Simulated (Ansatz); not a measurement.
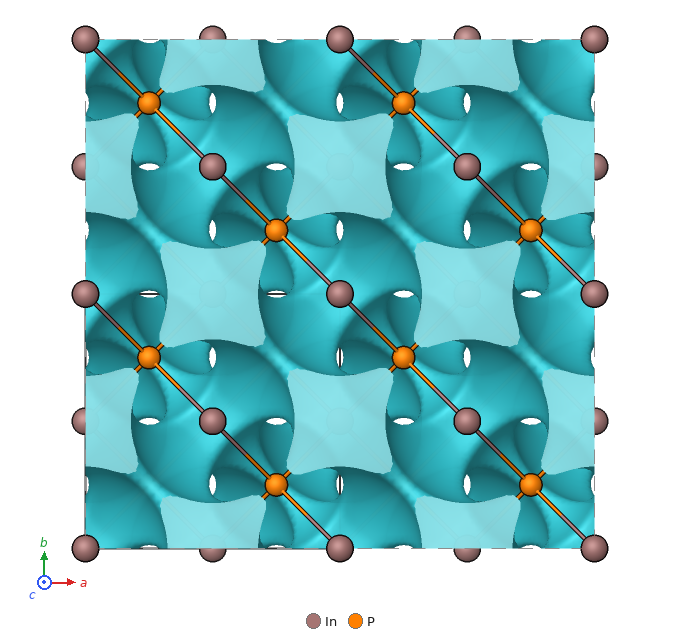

The teal surface encloses the points that the centre of a probe sphere of radius 0.40 Å can occupy in InP (F-43m, No. 216), computed on a grid of about 0.16 Å (2×2×2 cells shown, view along the c axis; pale faces close the region where the box cuts it).

Atoms are hard spheres with covalent radii (Cordero): In 1.42 Å, P 1.07 Å.

The cell is taken from the end point of a relaxation (final pressure about 9 GPa) with Ansatz, DFT LDA, scalar-relativistic, plane waves, PAW.

```yaml
crystal:
  lattice:
    - [5.63530, 0.00000, 0.00000]
    - [0.00000, 5.63530, 0.00000]
    - [0.00000, 0.00000, 5.63530]
  atoms:
    - { symbol: In, position: [0.00000, 0.00000, 0.00000] }
    - { symbol: P, position: [0.25000, 0.25000, 0.25000] }
    - { symbol: In, position: [0.00000, 0.50000, 0.50000] }
    - { symbol: P, position: [0.25000, 0.75000, 0.75000] }
    - { symbol: In, position: [0.50000, 0.00000, 0.50000] }
    - { symbol: P, position: [0.75000, 0.25000, 0.75000] }
    - { symbol: In, position: [0.50000, 0.50000, 0.00000] }
    - { symbol: P, position: [0.75000, 0.75000, 0.25000] }
```

Is the space open to the probe made of pockets or channels?

Where they connect, they form a three-dimensional network.

What share of the cell can the probe's centre reach?

About 29 % of the volume (52 Å³ of 179.0 Å³).

Give the largest included and the largest free sphere.

The largest sphere that fits anywhere has a diameter of 2.74 Å; the largest that can travel through the crystal, about 1.8 Å.

How does the connectivity change as the probe shrinks?

Below a radius of about 0.88 Å the space forms a three-dimensional network. These are grid estimates, good to about 0.05 Å.
